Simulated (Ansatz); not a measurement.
# Optical-spectrum calculation, with input and output: CoO

System: CoO (2 atoms in the cell).
Method: DFT PBE+U, scalar-relativistic, plane waves, PAW, Ueff = 3.32 eV on Co d, spin-polarised (Ansatz 0.2.0).

The structure derives from an entry of the Crystallography Open Database. It belongs to a series of runs on one base structure; here: independent-particle dielectric function. Figures and captions count atoms from 1; the log counts them from 0 in places.

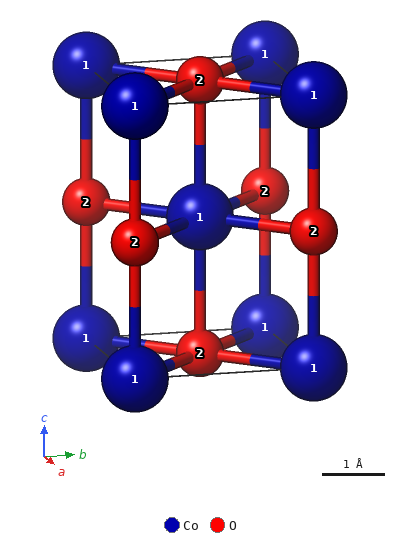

Figure 1. The input geometry (ball-and-stick view of the cell 2 times as large as that of the calculation, set on its symmetry axes, seen slightly off an axis; atoms are numbered from 1 in the order of the input).

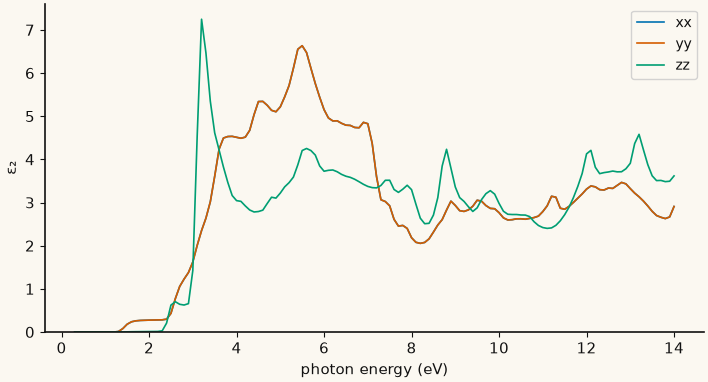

Figure 2. Imaginary part of the dielectric function from interband transitions of independent particles. Its largest value, about 5.8 on average over the axes, is at 5.5 eV.

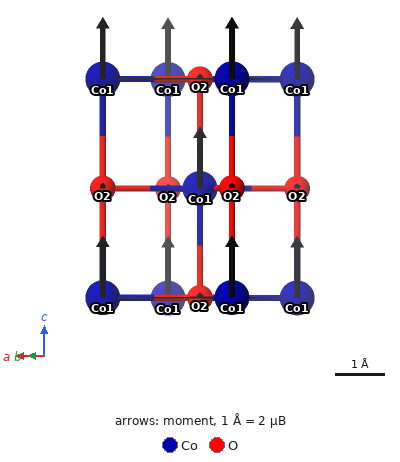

Figure 3. Magnetic moments of the sites as black arrows (ball-and-stick view of the cell 2 times as large as that of the calculation, set on its symmetry axes, seen at an oblique angle; atoms are numbered from 1 in the order of the input); small moments hardly show. The run is collinear, so the axis drawn is arbitrary. Site moments: Co1 (2.58 μB); O2 (0.24 μB). They are counted near the atoms and needn't add up to the moment of the cell.

The input that produced these results follows, with the program's output.

The input
```yaml
crystal:
  lattice:
    - [-1.4988479115, 1.4988479115, 2.2653713725]
    - [1.4988479115, -1.4988479115, 2.2653713725]
    - [1.4988479115, 1.4988479115, -2.2653713725]
  atoms:
    - { symbol: Co, position: [0.0, 0.0, 0.0], spin: 2.84 }
    - { symbol: O, position: [0.5, 0.5, 0.0], spin: 0.26 }
basis:
  ecutwfc: 420
kpoints:
  mp_grid: { grid: [16, 16, 16] }
hamiltonian:
  xc: pbe
  hubbard: { sites: [{ species: Co, l: d, u_eff: 3.32 }] }
scf:
  occupations: { method: gaussian, width: 0.01 }
  n_extra_bands: 12
output:
  eigenvalues: true
  populations: true
  optics: { e_range: [0, 14], sigma: 0.1, nscf_kmesh: { grid: [28, 28, 28] } }
magnetization:
  spin_polarized: true
checkpoint:
  read: start.run
  write: ck
  compress: false
  write_wavefunctions: false
  write_every: 100000
```

Run as:
```bash
ansatz run input.yaml --threads 1 --pin off --max-ram 3072MiB --backend cpu --events-out ev --progress --plain --runs-dir out
```

Log
```
Warning: checkpoint.read: basis.xc_grid differs: saved 2, current 1 (points along each axis for each point of the dense box; where the key is left out runs that use forces, runs that use the stress, dielectric runs by a finite field, finite-displacement phonons, runs of phonons.displacement_patterns under a GGA or a meta-GGA, phonons by method: dfpt, dielectric runs by the response, runs on support functions, runs on PAW files under a meta-GGA or a hybrid on one, runs at kind: all_electron or under a hybrid on a GGA, runs under a text's formulas of a gradient, and runs on PAW files that evaluate rPW86 or Becke's exchange or LYP's correlation can take a finer level, which can go by the root key accuracy; a number is taken as typed: the saved number, typed, holds this deck to the state's level, where the deck is accepted there); the SCF iterates at this deck's level from the saved density; a trajectory continued from that state goes on on another energy surface; basis.xc_grid: 2, typed and accepted, keeps it on the saved one
Co: projections on atomic orbitals take those of the free atom [Ne] 3s2 3p6 3d7 4s2, of charge +0.00 (hamiltonian.pseudopotentials.projection_atoms); the dataset's partial waves leave at most 1.4e-6 of an orbital's norm unspanned inside its sphere
O: projections on atomic orbitals take those of the free atom [He] 2s2 2p4, of charge +0.00 (hamiltonian.pseudopotentials.projection_atoms); the dataset's partial waves leave at most 1.9e-8 of an orbital's norm unspanned inside its sphere
scf.n_extra_bands = 12 over 12 filled bands (N_el = 23.0): the run solves 24 bands
Engine: ansatz 0.2.0, x86_64-unknown-linux-gnu
Pseudopotentials: kind: paw
Pseudopotential: Co, paw, valence charge 17, recommended cutoff 420 eV (normal), Co.paw.azcp
Pseudopotential: O, paw, valence charge 6, recommended cutoff 420 eV (normal), O.paw.azcp
Functional definition: PBE
  parameter kappa = 0.804
  parameter beta = 0.06672455060314922
  exchange = pbe_x(kappa = kappa, mu = beta*pi^2/3)
  correlation = pbe_c(beta = beta)
Crystal: 2 atoms, lattice volume = 20.357 Å³
Basis set: ecut = 420 eV, 379 PW (Γ)
Bands: 24, of which v1, the nominal top of the filled ones, is band 12 counted from 1 (11 counted from 0)
Symmetry: 16 space group operations
Space group: I4/mmm (ITA 139), of the structure as read, at distance tolerance 2.7e-5 Å
Magnetic group: BNS 139.531 (UNI 1191), of the structure as read, at distance tolerance 2.7e-5 Å
k-points: 349 of 4096
Non-local potential: Co, projectors of the file, l = 0: 3, l = 1: 2, l = 2: 3, l = 3: 1
Non-local potential: O, projectors of the file, l = 0: 2, l = 1: 2, l = 2: 1
PAW form: soft (Blöchl's): semilocal exchange-correlation on the pseudo side does not see the compensation charge
PAW one-centre angular grid: Co, 590 points (default); XC on 64 Gauss nodes
PAW one-centre angular grid: O, 110 points (default); XC on 64 Gauss nodes
Initial density: read from a saved state, or passed on in memory by an earlier SCF of this step, an earlier step, the calling program or the single point that the run made first
Starting moments: Σ|m| = 3.1 μB on 2 of 2 sites; this step starts from the density that it was given
Initial wavefunctions: pseudopotential atomic-orbital guess
Functional: x = pbe(κ = 0.804, μ = 0.2195149727645171), c = pbe(β = 0.06672455060314922)
iter 1 solved again at ethr=6.73e-9 eV; its pass at ethr=3.10e-3 eV (dr2=1.55e-6 eV) is discarded
SCF iter   1: F=—  HF=-5691.273204 eV  |F-HF|=—  |Δ(HF+E_count)|=         —  Δρ=4.74e-7 (↑4.74e-7 ↓3.38e-7)  dr2=4.44e-11  dr2_m=3.62e-12  M=3.000 μB ∫|m|=3.001 μB  β_m=0.30  ethr=6.73e-9  ⟨swp⟩=3.8  Hψ=123835  notcnv=0  defer=1
preconditioner: auto → none  [insulator: Δε(μ)=0.139 eV  Ē_g=24.560 eV  σ=0.010 eV  W_gap=1.00  n_scr=10 (ndim 8)  ℏωp=31.9 eV  f_vac=0.000  D(μ)=0.00/eV (n_scr^D=0)  ε∞_Penn≈2.7]
SCF iter   2: F=—  HF=-5691.273204 eV  |F-HF|=—  |Δ(HF+E_count)|=   1.18e-7  Δρ=4.11e-7 (↑2.80e-7 ↓4.11e-7)  dr2=2.82e-11  dr2_m=6.90e-12  M=3.000 μB ∫|m|=3.001 μB  β_m=0.34  ethr=1.00e-12  ⟨swp⟩=2.9  Hψ=28186  notcnv=0
SCF iter   3: F=-5691.273204 eV  HF=-5691.273204 eV  |F-HF|=1.18e-11  |Δ(HF+E_count)|=  1.64e-11  Δρ=2.27e-7 (↑2.27e-7 ↓1.86e-7)  dr2=5.42e-12  dr2_m=2.89e-12  M=3.000 μB ∫|m|=3.001 μB  ethr=1.00e-12  ⟨swp⟩=1.1  Hψ=36541  notcnv=0
SCF 1 converged in 3 iterations: F = -5691.273204 eV  dr2 = 5.42e-12
  greatest PAW one-centre occupation: 1.004 electrons in one spin orbital (limit 2), on the Co atom at site 0 (counted from 0), in its partial waves of l = 1
Symmetry: 4 space group operations
k-points: 1098 of 4096
Initial wavefunctions: those read from a saved state, or passed on in memory by an earlier step or the calling program
iter 1 solved again at ethr=1.00e-12 eV; its pass at ethr=4.35e-6 eV (dr2=5.83e-12 eV) is discarded
SCF iter   1: F=—  HF=-5691.273204 eV  |F-HF|=—  |Δ(HF+E_count)|=         —  Δρ=2.31e-7 (↑2.31e-7 ↓1.92e-7)  dr2=5.83e-12  dr2_m=2.93e-12  M=3.000 μB ∫|m|=3.001 μB  ethr=1.00e-12  ⟨swp⟩=1.0  Hψ=254709  notcnv=0
SCF iter   2: F=-5691.273204 eV  HF=-5691.273204 eV  |F-HF|=7.28e-12  |Δ(HF+E_count)|=  1.73e-11  Δρ=1.78e-7 (↑8.63e-8 ↓1.78e-7)  dr2=1.04e-11  dr2_m=4.43e-13  M=3.000 μB ∫|m|=3.001 μB  ethr=1.00e-12  ⟨swp⟩=1.0  Hψ=184437  notcnv=0
SCF 2 converged in 2 iterations: F = -5691.273204 eV  dr2 = 1.04e-11
NSCF: frozen V_eff on 1639 k-points
Optics k sum: 0 of 1639 k-points
Optics k sum: 82 of 1639 k-points
Optics k sum: 164 of 1639 k-points
Optics k sum: 246 of 1639 k-points
Optics k sum: 328 of 1639 k-points
Optics k sum: 410 of 1639 k-points
Optics k sum: 492 of 1639 k-points
Optics k sum: 574 of 1639 k-points
Optics k sum: 656 of 1639 k-points
Optics k sum: 738 of 1639 k-points
Optics k sum: 820 of 1639 k-points
Optics k sum: 902 of 1639 k-points
Optics k sum: 984 of 1639 k-points
Optics k sum: 1066 of 1639 k-points
Optics k sum: 1148 of 1639 k-points
Optics k sum: 1230 of 1639 k-points
Optics k sum: 1312 of 1639 k-points
Optics k sum: 1394 of 1639 k-points
Optics k sum: 1476 of 1639 k-points
Optics k sum: 1558 of 1639 k-points
Optics k sum: 1639 of 1639 k-points
SCF converged after 3 iterations
Magnetization: 3.0000 μB (13.0000 up, 10.0000 down)
Absolute magnetization: 3.0007 μB (∫|ρ↑−ρ↓|, with the PAW one-centre terms)
Spin contamination: 0.0030 ħ² per cell (⟨S²⟩ above its minimum at these occupations)
Per-site moments (μB) at R_I (Å): [(2.5832414923287614, 0.874372555805879), (0.23569259587954786, 0.874372555805879)]
Free energy (F): -5691.273204 eV
Harris-Foulkes:  -5691.273204 eV  (|F-HF|=1.18e-11)
Internal energy: -5691.273204 eV  (E = F + TS)
E sigma→0 (E₀):  -5691.273204 eV
Fermi energy:    12.468194 eV
--- Per-component energies (eV) ---
  E_band       = -337.163289
  E_kinetic    = 615.702081
  E_local      = -3516.146653  (includes V_loc(G=0)·N_el)
  E_nonlocal   = 514.693643
  E_hartree    = 1440.793645
  E_xc         = -228.230748
  E_vxc        = -293.213565  (∫ρ·V_xc dr)
  E_hubbard    = 0.485950  (on-site DFT+U / exact-exchange correction)
  E_vhub       = -11.125746  (the Hubbard potential's part of the band-sum identity)
  E_paw        = -1677.104432  (= ΣΔE_a)
  E_vpaw       = -528.662857  (= ΣTr[D̂ρ^β])
  E_aug_tail   = 0.002455  (compensation charges beyond the density's cutoff)
  E_ewald      = -2841.469145
  E_smearing   = -0.000000  (= −TS)
  E_closure    = 0.000000  (closes the sum)
  Σ components = -5691.273204   (vs F -5691.273204, Δ=0.00e0)
--- Band table (eV; the first three rows and the last of 698) ---
  k-point 0 ↑: bands = ["-84.2166", "-48.0318", "-48.0318", "-46.3287", "-6.6875", "6.8008", "7.4372", "8.0623", "8.6919", "8.6919", "10.0694", "10.0694", "10.4808", "13.6362", "29.4453", "29.9021", "30.7924", "30.7924", "32.0027", "33.7183", "33.7183", "35.5471", "38.1138", "44.3027"]
  k-point 1 ↑: bands = ["-84.2164", "-48.0329", "-48.0324", "-46.3291", "-6.6320", "6.7956", "7.2148", "8.0295", "8.6371", "8.6580", "10.0310", "10.0746", "10.5450", "14.0914", "28.4304", "29.5132", "29.8128", "32.0964", "32.3000", "33.2521", "34.3791", "35.8176", "39.0094", "44.2337"]
  k-point 2 ↑: bands = ["-84.2160", "-48.0360", "-48.0342", "-46.3301", "-6.4776", "6.6466", "6.7927", "8.0246", "8.5215", "8.5621", "9.9893", "10.0701", "10.6774", "15.1668", "27.2099", "28.7007", "28.8132", "29.8642", "34.1777", "35.1770", "35.8983", "36.1504", "40.3822", "44.0246"]
  k-point 348 ↓: bands = ["-80.9443", "-44.4825", "-44.4825", "-43.9070", "-5.0965", "6.9615", "9.5199", "9.5199", "11.1496", "11.1496", "12.5371", "13.9524", "15.6981", "19.3022", "22.4083", "25.6024", "29.1518", "29.1518", "39.5040", "43.2518", "43.9494", "43.9494", "44.4435", "47.9097"]
Occupation matrices written to [file]
--- Löwdin populations: 2 sites ---
  site symbol       q [e]    m [muB]
     0     Co     15.8100     2.6949
     1      O      7.0631     0.2995
  spilling = 0.005517 (of n_electrons = 23.000000)
```

Key numbers

| quantity | value |
| --- | --- |
| outcome | converged |
| space group (tolerance 0.01 Å) | I4/mmm (139) |
| electrons treated | 23 |
| free energy | −5691.2732 eV |
| Fermi energy | 12.468 eV |
| gap on the k-point mesh | 0.14 eV |
| net moment of the cell | 3.00 μB |
| integrated absolute moment | 3.00 μB |
| hardware | 1 thread of Intel Xeon @ 2.50GHz (Skylake/Cascade Lake), 192 GiB of memory available, shared host |
| wall time | 15 min |
| peak memory | 2.2 GiB |

Remarks

The electronic state found may not be the lowest one. Notes on the run: the search outside the symmetry group is no proof of a minimum; the state was not tested for a lower one.
